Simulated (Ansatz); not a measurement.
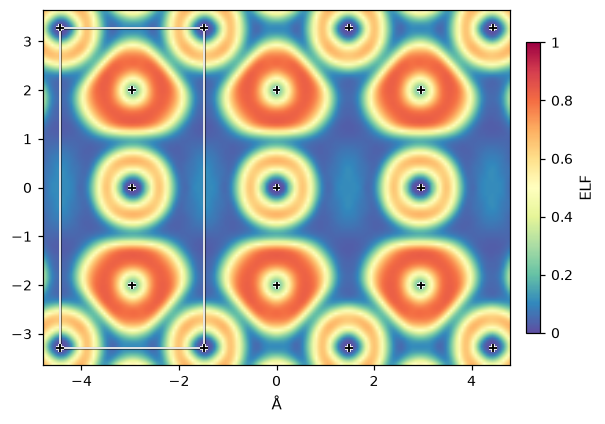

The electron localisation function on a plane through atoms (crosses mark nuclei in the plane).

These are results of DFT PBE, scalar-relativistic, plane waves, PAW in Ansatz, not measurements.

Candidates:
A. TiO2, a = 4.64 Å, b = 4.64 Å, c = 2.96 Å, α = 90.00°, β = 90.00°, γ = 90.00°. Space group P4₂/mnm; computed without spin polarisation.
B. Ge, a = 2.82 Å, b = 5.12 Å, c = 2.69 Å, α = 90.00°, β = 90.00°, γ = 90.00°. Space group Cmmm; a structure from a database of computed crystals, not necessarily the ambient phase.

Question: Which system is this?

Answer: Candidate A: TiO2 on the (110) plane of the conventional cell, which holds Ti and O. Ti–O (1.96 Å): the ELF peaks at about 0.80 in the valence shell of O, 0.6 Å from its nucleus, and is about 0.20 at the midpoint: no shared electron pair shows on this line. Ti–O (2.00 Å): the ELF peaks at about 0.85 in the valence shell of O, 0.6 Å from its nucleus, and is about 0.20 at the midpoint; no localised pair shows between them.
